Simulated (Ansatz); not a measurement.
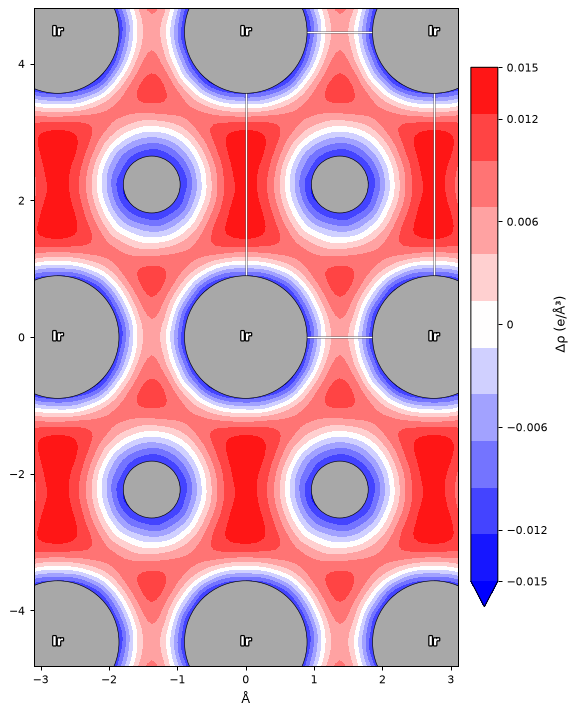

Ir. Difference of the valence pseudo-densities of two functionals at the same geometry, on the (100) plane of the calculation cell: PBEsol less BLYP.

Space group P6₃/mmc; a structure from a database of computed crystals, not necessarily the ambient phase.

Both computed with Ansatz (plane waves, PAW), on the same k-point mesh. Grey discs cover the atomic cores.

Question: Where does the change of functional move the electrons?

Answer: Against BLYP, PBEsol gives less density around Ir (−0.004 e/Å³ on average at 1.0 Å from the nucleus) and a change of +0.006 e/Å³ at the midpoint of Ir–Ir.
